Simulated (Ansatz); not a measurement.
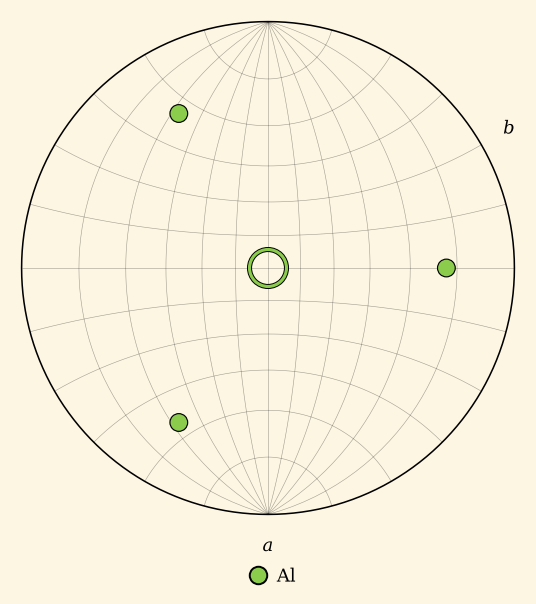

Directions from one nitrogen atom at (1/3, 2/3, 0.378) to its bonded neighbours, in stereographic projection down c (filled: above the plane of the page or in it, open: below). Crystal: AlN, the input geometry of an electronic-structure calculation (not necessarily at equilibrium); the starting structure was generated, so it need not be a known form of this composition. The drawing is computed from the coordinates (standard cell, symmetry found to 0.002 Å).

Neighbours are counted up to 2.34 Å for Al.

```cif
data_structure
_symmetry_space_group_name_H-M 'P 1'
_symmetry_Int_Tables_number 1
_cell_length_a 3.1067
_cell_length_b 3.1067
_cell_length_c 4.9786
_cell_angle_alpha 90.000
_cell_angle_beta 90.000
_cell_angle_gamma 120.000
_cell_volume 41.61
loop_
_atom_site_label
_atom_site_type_symbol
_atom_site_fract_x
_atom_site_fract_y
_atom_site_fract_z
_atom_site_occupancy
Al1 Al 0.33333 0.66667 0.99670 1
Al2 Al 0.66667 0.33333 0.49670 1
N1 N 0.33333 0.66667 0.37830 1
N2 N 0.66667 0.33333 0.87830 1
```

### How many neighbours are there, and at what angles?

4: 3 Al at 1.89 Å, 1 Al at 1.90 Å. Angles between bonds: 108° (3×), 111° (3×).

### What is the site's symmetry in the crystal?

Point group 3m (C3v), order 6: one threefold axis, three mirror planes. In P6₃mc, No. 186 this is Wyckoff position 2b.
